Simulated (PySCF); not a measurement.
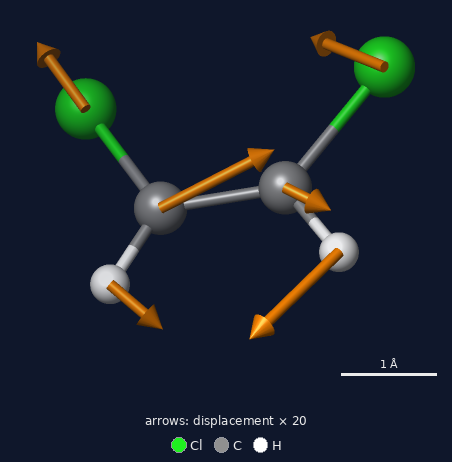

This is a relaxation of C₂H₂Cl₂. The starting structure is drawn; orange arrows show the displacements, magnified 20 times. The two geometries are superimposed by the best rigid fit.

Style: ball-and-stick. Shown at a tilt.

The start comes from MMFF94s. Its atoms were then displaced at random by about 0.03 Å.

Level of theory: PySCF, PBE0-D3(BJ)/def2-SVP geometry optimisation, gas phase. 

Q: What did the optimiser do to the structure, and how much energy did it gain?

A: After 8 geometry steps the energy has fallen by 24.0 kJ/mol. The atom that moves furthest after the best rigid fit is an H atom (0.073 Å). By element the largest moves are H 0.073 Å, C 0.069 Å, Cl 0.056 Å. Among the contacts that change: C–Cl 1.642 → 1.711 Å, C–H 1.037 → 1.092 Å, C–C 1.376 → 1.334 Å. Among the angles between lasting bonds that change: Cl–C–H 108.1° → 115.1°, Cl–C–C 128.7° → 124.5°, C–C–Cl 120.8° → 124.5°. Cost: 15 s on 1 thread of Arm Neoverse V1 (shared host).
